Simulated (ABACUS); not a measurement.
**KTaO3: band-structure run (part 1 of 2)**

KTaO3 (Pm-3m, 5 atoms in the cell), computed with Kohn-Sham DFT of a periodic cell, LDA, PseudoDojo NC SR 0.4.1 LDA stringent, no spin polarisation (ABACUS 3.10.1).

The structure derives from an entry of the Crystallography Open Database.

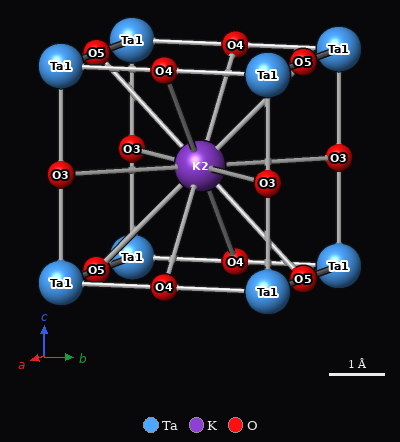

Fig. 1: The structure as given in the input (ball-and-stick view of the cell of the calculation, seen slightly off an axis; atoms are numbered from 1 in the order of the input). An atom can appear more than once, as a periodic image.

### Input
```
INPUT_PARAMETERS
suffix              KTaO3
calculation         scf
basis_type          pw
pseudo_dir          ./
symmetry            1
dft_functional      pz
ecutwfc             132
pseudo_rcut         7
nspin               1
nbands              39
ks_solver           dav
smearing_method     fd
smearing_sigma      0.00367493
scf_thr             1e-08
scf_nmax            100
mixing_type         broyden
mixing_beta         0.7
cal_force           1
cal_stress          1
out_chg             1
out_pot             2
out_elf             1
```

### File STRU
```
ATOMIC_SPECIES
Ta 180.9479 Ta.upf
K 39.0983 K.upf
O 15.9990 O.upf

LATTICE_CONSTANT
1.8897261246

LATTICE_VECTORS
3.9883000000 0.0000000000 0.0000000000
0.0000000000 3.9883000000 0.0000000000
0.0000000000 0.0000000000 3.9883000000

ATOMIC_POSITIONS
Direct

Ta
0.0
1
0.0000000000 0.0000000000 0.0000000000 1 1 1

K
0.0
1
0.5000000000 0.5000000000 0.5000000000 1 1 1

O
0.0
3
0.0000000000 0.0000000000 0.5000000000 1 1 1
0.0000000000 0.5000000000 0.0000000000 1 1 1
0.5000000000 0.0000000000 0.0000000000 1 1 1
```

### File KPT
```
K_POINTS
0
Gamma
6 6 6 0 0 0
```

Launch command:
```bash
OMP_NUM_THREADS=1 mpirun -np 4 abacus > log
```

### The program's output
```
ABACUS v3.10.1

               Atomic-orbital Based Ab-initio Computation at UStc

 ------------------------------------------------------------------------------------

 READING GENERAL INFORMATION
                           global_out_dir = OUT.KTaO3/
                           global_in_card = INPUT
                               pseudo_dir = ./
                              orbital_dir =
                                    DSIZE = 4
                                    GSIZE = 1

 READING UNITCELL INFORMATION
                                    ntype = 3
                  lattice constant (Bohr) = 1.88973
              lattice constant (Angstrom) = 1

 READING ATOM TYPE 1
                               atom label = Ta
                      L=0, number of zeta = 1
                      L=1, number of zeta = 1
                      L=2, number of zeta = 1
             number of atom for this type = 1

 READING ATOM TYPE 2
                               atom label = K
                      L=0, number of zeta = 1
                      L=1, number of zeta = 1
                      L=2, number of zeta = 1
             number of atom for this type = 1

 READING ATOM TYPE 3
                               atom label = O
                      L=0, number of zeta = 1
                      L=1, number of zeta = 1
                      L=2, number of zeta = 1
             number of atom for this type = 3

                        TOTAL ATOM NUMBER = 5
DIRECT COORDINATES
    atom                   x                   y                   z     mag                  vx                  vy                  vz
taud_Ta1            0.0000000000        0.0000000000        0.0000000000  0.0000        0.0000000000        0.0000000000        0.0000000000
taud_K1            0.5000000000        0.5000000000        0.5000000000  0.0000        0.0000000000        0.0000000000        0.0000000000
taud_O1            0.0000000000        0.0000000000        0.5000000000  0.0000        0.0000000000        0.0000000000        0.0000000000
taud_O2            0.0000000000        0.5000000000        0.0000000000  0.0000        0.0000000000        0.0000000000        0.0000000000
taud_O3            0.5000000000        0.0000000000        0.0000000000  0.0000        0.0000000000        0.0000000000        0.0000000000

                          Volume (Bohr^3) = 428.115
                             Volume (A^3) = 63.44

 Lattice vectors: (Cartesian coordinate: in unit of a_0)
              +3.9883                  +0                  +0
                   +0             +3.9883                  +0
                   +0                  +0             +3.9883
 Reciprocal vectors: (Cartesian coordinate: in unit of 2 pi/a_0)
            +0.250733                  -0                  +0
                   -0           +0.250733                  -0
                   +0                  -0           +0.250733
 The esolver type has been set to : ksdft_pw

                PAO radial cut off (Bohr) = 7

 Read in pseudopotential file is Ta.upf
                     pseudopotential type = NC
          exchange-correlation functional = SLAPWNOGXNOGC
                 nonlocal core correction = 1
                        valence electrons = 27
                                     lmax = 3
                           number of zeta = 5
                     number of projectors = 8
                           L of projector = 0
                           L of projector = 0
                           L of projector = 1
                           L of projector = 1
                           L of projector = 2
                           L of projector = 2
                           L of projector = 3
                           L of projector = 3
 XC functional updated to : pz
          exchange-correlation functional = PZ
                PAO radial cut off (Bohr) = 7

 Read in pseudopotential file is K.upf
                     pseudopotential type = NC
          exchange-correlation functional = SLAPWNOGXNOGC
                 nonlocal core correction = 1
                        valence electrons = 9
                                     lmax = 2
                           number of zeta = 3
                     number of projectors = 6
                           L of projector = 0
                           L of projector = 0
                           L of projector = 1
                           L of projector = 1
                           L of projector = 2
                           L of projector = 2
 XC functional updated to : pz
          exchange-correlation functional = PZ
                PAO radial cut off (Bohr) = 7

 Read in pseudopotential file is O.upf
                     pseudopotential type = NC
          exchange-correlation functional = SLA PW NOGXNOGC
                 nonlocal core correction = 1
                        valence electrons = 6
                                     lmax = 2
                           number of zeta = 2
                     number of projectors = 5
                           L of projector = 0
                           L of projector = 0
                           L of projector = 1
                           L of projector = 1
                           L of projector = 2
 XC functional updated to : pz
          exchange-correlation functional = PZ
     initial pseudo atomic orbital number = 34

 SETUP THE ELECTRONS NUMBER
            electron number of element Ta = 27
      total electron number of element Ta = 27
             electron number of element K = 9
       total electron number of element K = 9
             electron number of element O = 6
       total electron number of element O = 18
            AUTOSET number of electrons:  = 54
                           occupied bands = 27
                                   NBANDS = 39
                                   NLOCAL = 45

%%%%%%%%%%%%%%%%%%%%%%%%%%%%%%%%%%%%%%%%%%%%%%%%%%%%%%%%%%%%%%%%%%%%%%%%%%%%%%%%%%%%%%%%%%%%%%%%%%%%%%%%%%
 Warning: the number of valence electrons in pseudopotential > 5 for Ta: [Xe] 4f14 5d3 6s2
 Warning: the number of valence electrons in pseudopotential > 1 for K: [Ar] 4s1
 Pseudopotentials with additional electrons can yield (more) accurate outcomes, but may be less efficient.
 If you're confident that your chosen pseudopotential is appropriate, you can safely ignore this warning.
%%%%%%%%%%%%%%%%%%%%%%%%%%%%%%%%%%%%%%%%%%%%%%%%%%%%%%%%%%%%%%%%%%%%%%%%%%%%%%%%%%%%%%%%%%%%%%%%%%%%%%%%%%

 SETUP THE PLANE WAVE BASIS
 energy cutoff for charge/potential (unit:Ry) = 528
            fft grid for charge/potential = [ 60, 60, 60 ]
                        fft grid division = [ 1, 1, 1 ]
        big fft grid for charge/potential = [ 60, 60, 60 ]
                                     nbxx = 54000
                                     nrxx = 54000

 SETUP PLANE WAVES FOR CHARGE/POTENTIAL
                    number of plane waves = 87655
                         number of sticks = 2385

 PARALLEL PW FOR CHARGE/POTENTIAL
     PROC   COLUMNS(POT)             PW
        1            596          21914
        2            597          21915
        3            596          21914
        4            596          21912
 --------------- sum -------------------
        4           2385          87655
                            number of |g| = 630
                                  max |g| = 47.6534
                                  min |g| = 0.125734

----------- Double Check Mixing Parameters Begin ------------
mixing_type: broyden
mixing_beta: 0.7
mixing_gg0: 1
mixing_gg0_min: 0.1
mixing_ndim: 8
----------- Double Check Mixing Parameters End ------------

 LATTICE VECTORS: (CARTESIAN COORDINATE: IN UNIT OF A0)
              +3.9883                  +0                  +0
                   +0             +3.9883                  +0
                   +0                  +0             +3.9883
                       right hand lattice = 1
                                   NORM_A = 3.9883
                                   NORM_B = 3.9883
                                   NORM_C = 3.9883
                           ALPHA (DEGREE) = 90
                           BETA  (DEGREE) = 90
                           GAMMA (DEGREE) = 90

 The lattice vectors have been changed (STRU_SIMPLE.cif)

(for optimal symmetric configuration:)
                             BRAVAIS TYPE = 1
                     BRAVAIS LATTICE NAME = 01. Cubic P (simple)
                                    ibrav = 1
                                    IBRAV = 1
                                  BRAVAIS = SIMPLE CUBIC
                       LATTICE CONSTANT A = 3.9883
Original cell was already a primitive cell.
                        ROTATION MATRICES = 48
              PURE POINT GROUP OPERATIONS = 48
                   SPACE GROUP OPERATIONS = 48
                              POINT GROUP = O_h
               POINT GROUP IN SPACE GROUP = O_h

 SETUP K-POINTS
                                    nspin = 1
                   Input type of k points = Monkhorst-Pack(Gamma)
                                   nkstot = 216
                       right hand lattice = 1
(for reciprocal lattice: )
                             BRAVAIS TYPE = 1
                     BRAVAIS LATTICE NAME = 01. Cubic P (simple)
                                    ibrav = 1
                       right hand lattice = 1
(for k-lattice: )
                             BRAVAIS TYPE = 1
                     BRAVAIS LATTICE NAME = 01. Cubic P (simple)
                                    ibrav = 1
                       right hand lattice = 1
                        ROTATION MATRICES = 48
                               nkstot_ibz = 20
K-POINTS REDUCTION ACCORDING TO SYMMETRY
     IBZ    DIRECT_X    DIRECT_Y    DIRECT_Z  WEIGHT  ibz2bz
       1  0.00000000  0.00000000  0.00000000  0.0046       0
       2  0.16666667  0.00000000  0.00000000  0.0278       1
       3  0.33333333  0.00000000  0.00000000  0.0278       2
       4  0.50000000  0.00000000  0.00000000  0.0139       3
       5  0.16666667  0.16666667  0.00000000  0.0556       7
       6  0.33333333  0.16666667  0.00000000  0.1111       8
       7  0.50000000  0.16666667  0.00000000  0.0556       9
       8  0.33333333  0.33333333  0.00000000  0.0556      14
       9  0.50000000  0.33333333  0.00000000  0.0556      15
      10  0.50000000  0.50000000  0.00000000  0.0139      21
      11  0.16666667  0.16666667  0.16666667  0.0370      43
      12  0.33333333  0.16666667  0.16666667  0.1111      44
      13  0.50000000  0.16666667  0.16666667  0.0556      45
      14  0.33333333  0.33333333  0.16666667  0.1111      50
      15  0.50000000  0.33333333  0.16666667  0.1111      51
      16  0.50000000  0.50000000  0.16666667  0.0278      57
      17  0.33333333  0.33333333  0.33333333  0.0370      86
      18  0.50000000  0.33333333  0.33333333  0.0556      87
      19  0.50000000  0.50000000  0.33333333  0.0278      93
      20  0.50000000  0.50000000  0.50000000  0.0046     129

                               nkstot now = 20
[... K-POINTS DIRECT COORDINATES: 20 rows ...]

           k-point number in this process = 20
       minimum distributed K point number = 20
[... stars of the k points ...]

[... K-POINTS CARTESIAN COORDINATES: 20 rows ...]

[... K-POINTS DIRECT COORDINATES: 20 rows ...]

 SETUP PLANE WAVES FOR WAVE FUNCTIONS
     energy cutoff for wavefunc (unit:Ry) = 132
              fft grid for wave functions = [ 60, 60, 60 ]
                    number of plane waves = 13205
                         number of sticks = 673

 PARALLEL PW FOR WAVE FUNCTIONS
     PROC   COLUMNS(POT)             PW
        1            169           3303
        2            168           3300
        3            168           3300
        4            168           3302
 --------------- sum -------------------
        4            673          13205

 SETUP NONLOCAL PSEUDOPOTENTIALS IN PLANE WAVE BASIS
 Ta non-local projectors:
 projector 1 L=0
 projector 2 L=0
 projector 3 L=1
 projector 4 L=1
 projector 5 L=2
 projector 6 L=2
 projector 7 L=3
 projector 8 L=3
 K non-local projectors:
 projector 1 L=0
 projector 2 L=0
 projector 3 L=1
 projector 4 L=1
 projector 5 L=2
 projector 6 L=2
 O non-local projectors:
 projector 1 L=0
 projector 2 L=0
 projector 3 L=1
 projector 4 L=1
 projector 5 L=2
      TOTAL NUMBER OF NONLOCAL PROJECTORS = 89

 Init Non-Local PseudoPotential table :
 Init Non-Local-Pseudopotential done.

                                     npwx = 2754

 Make real space PAO into reciprocal space.
       max mesh points in Pseudopotential = 701
     dq(describe PAO in reciprocal space) = 0.01
                                    max q = 1383

 number of pseudo atomic orbitals for Ta is 5
WARNING: norm of atomic wavefunction # 4 of atomic type Ta is 0.99861, renormalized
WARNING: norm of atomic wavefunction # 5 of atomic type Ta is 0.995471, renormalized

 number of pseudo atomic orbitals for K is 3
WARNING: norm of atomic wavefunction # 2 of atomic type K is 0.999998, renormalized
WARNING: norm of atomic wavefunction # 3 of atomic type K is 0.930208, renormalized

 number of pseudo atomic orbitals for O is 2
WARNING: norm of atomic wavefunction # 2 of atomic type O is 0.99998, renormalized

 -------------------------------------------
 SELF-CONSISTENT
 -------------------------------------------
                                 init_chg = atomic

 PW ALGORITHM --------------- ION=   1  ELEC=   1--------------------------------

 Density error is 1.70334652222
                          Error Threshold = 0.01
----------------------------------------------------------
     Energy           Rydberg                 eV
----------------------------------------------------------
 E_KohnSham     -807.2877560314      -10983.7134076604
 E_Harris       -815.6665834295      -11097.7132028340
 E_Fermi        0.7388386531         10.0524155841
----------------------------------------------------------

 PW ALGORITHM --------------- ION=   1  ELEC=   2--------------------------------

 Density error is 3.19702710643
                          Error Threshold = 0.00315434541153
----------------------------------------------------------
     Energy           Rydberg                 eV
----------------------------------------------------------
 E_KohnSham     -807.4027919408      -10985.2785515036
 E_Harris       -791.1744707102      -10764.4809137929
 E_Fermi        0.9008943432         12.2572963634
----------------------------------------------------------

 PW ALGORITHM --------------- ION=   1  ELEC=   3--------------------------------

 Density error is 0.0701485842266
                          Error Threshold = 0.00315434541153
----------------------------------------------------------
     Energy           Rydberg                 eV
----------------------------------------------------------
 E_KohnSham     -808.0694378798      -10994.3487348221
 E_Harris       -812.3230323234      -11052.2218562358
 E_Fermi        0.7942345008         10.8061147595
----------------------------------------------------------

 PW ALGORITHM --------------- ION=   1  ELEC=   4--------------------------------

 Density error is 0.00938030093488
                          Error Threshold = 0.000129904785605
----------------------------------------------------------
     Energy           Rydberg                 eV
----------------------------------------------------------
 E_KohnSham     -808.0706630662      -10994.3654043379
 E_Harris       -809.4154429092      -11012.6620727584
 E_Fermi        0.7897965413         10.7457332229
----------------------------------------------------------
```
